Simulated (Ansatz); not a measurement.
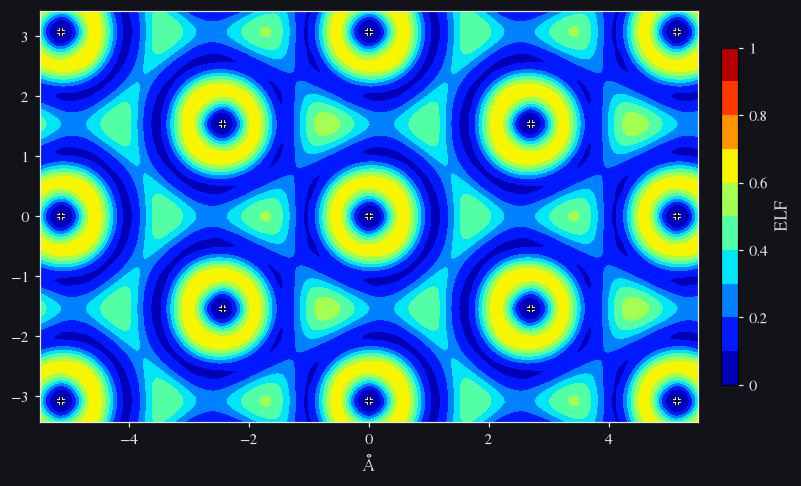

The ELF on a plane through atoms (crosses mark nuclei in the plane).

Method: DFT r2SCAN, scalar-relativistic, plane waves, PAW in Ansatz 0.2.0.

Candidates:
A. Ti2C, a = 3.08 Å, b = 5.14 Å, c = 5.33 Å, α = 99.96°, β = 90.00°, γ = 107.43°. Space group R-3m; a structure from a database of computed crystals, not necessarily the ambient phase; computed without spin polarisation.
B. GaP, a = 5.45 Å, b = 5.45 Å, c = 5.45 Å, α = 90.00°, β = 90.00°, γ = 90.00°. Space group F-43m.

### Which system is this?

Candidate A: Ti2C on the (101) plane of the calculation cell, which holds Ti. Ti–Ti (2.88 Å): the ELF is about 0.20 at the midpoint; no localised pair shows between them.
